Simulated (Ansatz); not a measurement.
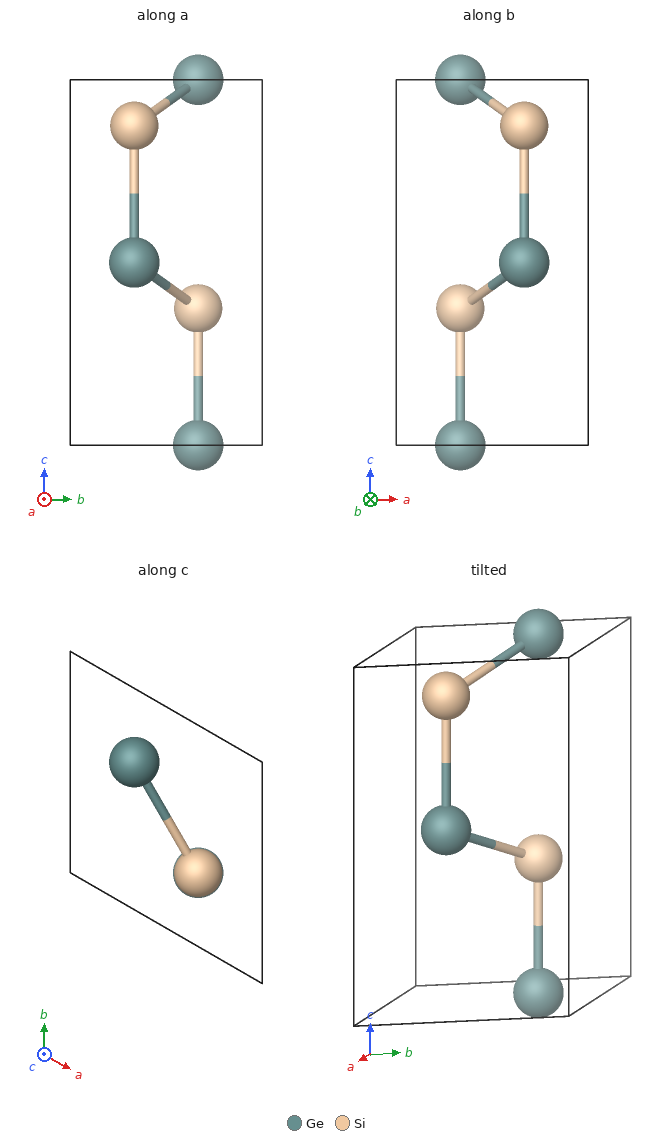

Shown here is a ball-and-stick view of the crystal, taken along the a axis, along the b axis, along the c axis and slightly off an axis. Lines trace the edges of the conventional unit cell.

Lattice parameters: a = 3.965 Å, b = 3.965 Å, c = 6.545 Å, α = 90.00°, β = 90.00°, γ = 120.00°.

Convert the drawing into a table of Wyckoff sites.

Answer. Space group P6_3mc (No. 186).
| atom | site | x | y | z |
| --- | --- | --- | --- | --- |
| Ge | 2b | 0.3333 | 0.6667 | 0.0003 |
| Si | 2b | 0.3333 | 0.6667 | 0.3747 |

Starting structure: a structure type filled with these elements by a generator (whether the compound takes this form wasn't checked). The cell was then strained or its atoms displaced on purpose. It was the input of a calculation with Ansatz.
